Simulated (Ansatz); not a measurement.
# NiSi2/Si/CoSi2: predicting the conductance of a thicker barrier

Set-up. Ansatz 0.2.0, plane waves with PAW datasets, PBE. Interfaces are relaxed in a short slab (with D3(BJ) where the barrier is layered), set between ideal electrode layers that go on as semi-infinite leads, and the zero-bias conductance G at 300 K comes from T(E) on a typed mesh. The error is the largest of the program's estimates from energy step, mesh, the leads' potential steps and neutrality; its separate bound for narrow resonances between the energies solved isn't counted and can be far larger. The lower electrode is NiSi2 (fluorite 111 turned by 180 degrees  type B), the upper CoSi2 (fluorite 111 turned by 180 degrees  type B) and the barrier Si (diamond 111), on a net of side 3.84 Å; d is the distance between the electrodes' last planes.

The runs shown:

```tsv
planes in the barrier	d (Å)	G (S/m²)	error (%)	lead step (meV)
4	8.73	7.55e13	13	7
6	11.90	3.97e13	11	7
8	15.07	2.00e13	16	7
12	21.42	6.10e12	42	7
```

**Question.** A further run has 14 planes, d = 24.59 Å. Fit G ∝ exp(−βd) to the rows shown and predict its conductance.

Working: Take y = ln G: 31.96, 31.31, 30.63 and 29.44. The means are d = 14.28 Å and y = 30.83; Σ(Δd Δy) = −17.48 and Σ(Δd)² = 88.07, so the slope is −0.198 Å⁻¹ (β = 0.198 Å⁻¹). At d = 24.59 Å, y = 30.83 − 0.198 × 10.31 = 28.79, or G = 3.18e12 S/m².

Check: The run gave 3.53e12 S/m², with an error estimate of 55 % and a lead step of 7 meV. The prediction is 0.902 times that, too low by 10 %. That lies within the runs' own error estimates, carried through the fit.

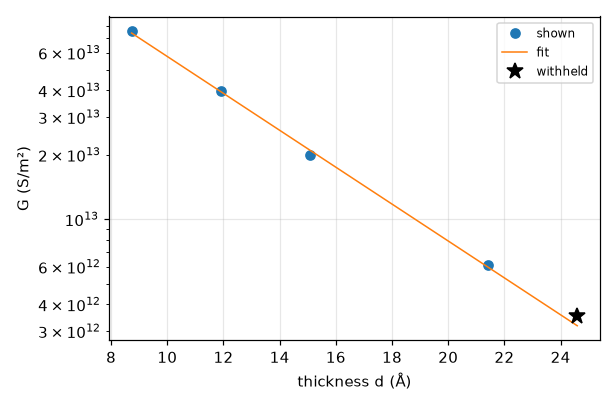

Fit and withheld run.

**Limits.** The interfaces are ideal, one cell wide, strained to a common net and relaxed from one registry with their symmetry kept. PBE's gaps are too small, so true decay constants are likely larger where the Fermi level lies deep in a gap. No spin-orbit coupling, phonons, disorder or image charges enter. The rows shown are chosen by tests on error estimates (under 100 to 120 %), lead steps (under 150 meV, though the program warns over 25), intact interfaces and, for fits, a steady trend in the rows shown; the data set holds 414 series of this kind, and not all pass.

[Logs are printed without paths, hosts, clocks, repeated set-up lines and the standing remarks that a program may print on its own settings, such as how far it seeks lower states.]
